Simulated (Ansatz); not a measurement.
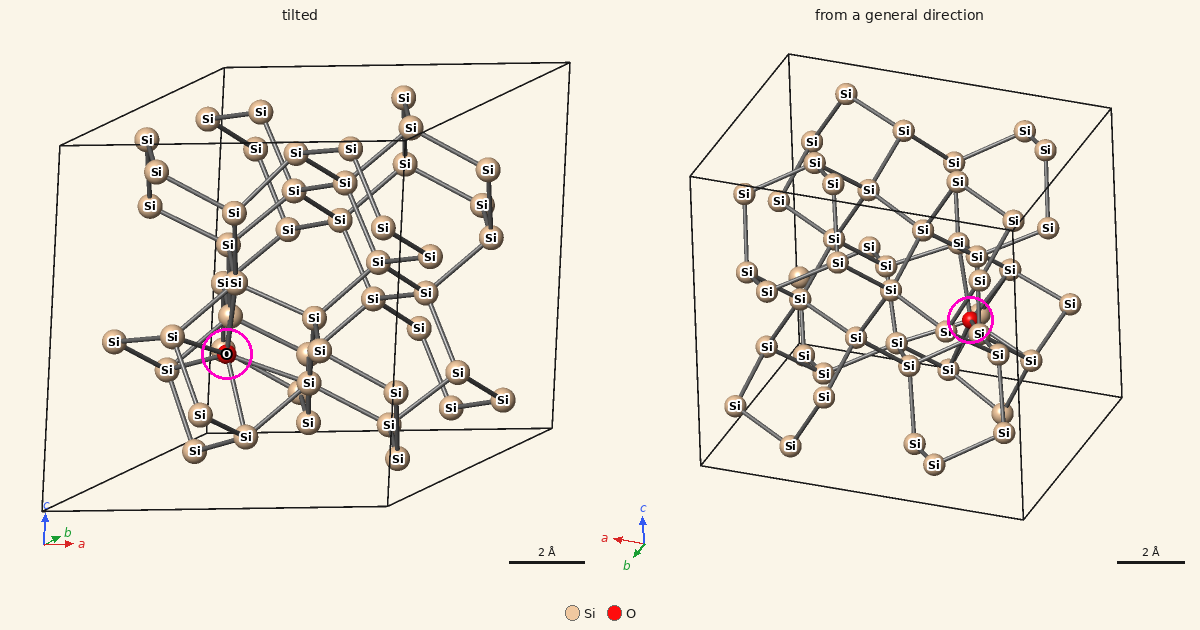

A ball-and-stick rendering, viewed slightly off an axis and from a general direction. One supercell is framed, with atoms on its boundary repeated. The host is Si, in a cell of 48 sites, and the cell carries a charge of +1. A ring marks the defect's site.

**Name the defect and give its surroundings.**

An interstitial oxygen atom. It is bonded to six Si at about 2.4 Å.

Level of theory and settings: DFT PBE, scalar-relativistic, plane waves, PAW in Ansatz, a basis cut at 420 eV, k-point mesh 1×1×1, Gaussian smearing of 0.02 eV, collinear spins.

**Does the defect carry a magnetic moment?**

Yes, 1.0 μB in the cell.

The atoms were relaxed in the host's cell with DFT PBE, scalar-relativistic, plane waves, PAW (Ansatz 0.2.0).
